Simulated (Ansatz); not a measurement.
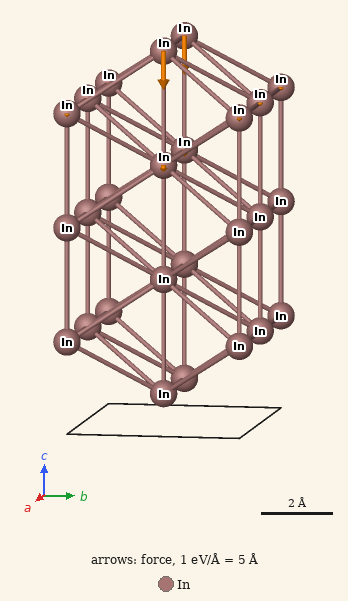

Starting geometry of a slab of composition In with the computed forces as orange arrows. A ball-and-stick model of the 2 × 1 repeat of the cell, outlined in the plane, without the vacuum, seen slightly off an axis.

The slab is the (1 0 0) face of In. The run lets the atoms move in a fixed cell, from this start: the (1 0 0) slab of In, cut from the database cell, not relaxed. 3 atoms are held fixed.

These are results of Kohn-Sham DFT of a periodic cell, PBEsol with D3(BJ), Ansatz PAW (Ansatz), not measurements.

The input:
```yaml
crystal:
  lattice:
    - [3.2523, 0.0, 0.0]
    - [0.0, 4.9479, 0.0]
    - [0.0, 0.0, 24.7569]
  atoms:
    - { symbol: In, position: [0.5, 0.5, 0.3029458454] }
    - { symbol: In, position: [0.0, 0.0, 0.3686305636] }
    - { symbol: In, position: [0.5, 0.5, 0.4343152818] }
    - { symbol: In, position: [0.0, 0.0, 0.5] }
    - { symbol: In, position: [0.5, 0.5, 0.5656847182] }
    - { symbol: In, position: [0.0, 0.0, 0.6313694364] }
    - { symbol: In, position: [0.5, 0.5, 0.6970541546] }
hamiltonian:
  xc: pbesol
  pseudopotentials: { kind: paw }
  dispersion: d3bj
kpoints:
  mp_grid: { grid: [8, 6, 1] }
scf:
  occupations: { method: fermi_dirac, width: 0.05 }
output:
  forces: true
  eigenvalues: true
relax:
  f_tol: 0.02
  max_steps: 40
  constraints: [{ sites: [0, 1, 2] }]
efield:
  axis: 3
  dipole_correction: true
  ramp_width: 0.04
```

Run as
```bash
ansatz run input.yaml --threads 4 --pin off --max-ram 11264MiB --backend cpu --events-out ev --progress --plain --runs-dir out
```

What follows when this structure is relaxed?

Answer. It isn't relaxed: the largest force vector, on an In atom, is 0.22 eV/Å. The final displacements follow the starting forces only in part (cosine between the two patterns 0.83). An In atom moves most: 0.49 Å along the normal (−c). The cell stays as it was. Near-neighbour distances that change, for instance: In–In 3.252 → 2.971 Å, In–In 3.252 → 3.043 Å, In–In 3.252 → 3.085 Å, In–In 3.378 → 3.301 Å. After 3 accepted moves (4 points after the start) the energy has fallen by 77.4 meV per cell of the calculation. Largest force component: 0.22 eV/Å at the start, 0.02 eV/Å at the end. 1 step only repeated the SCF at the same geometry.
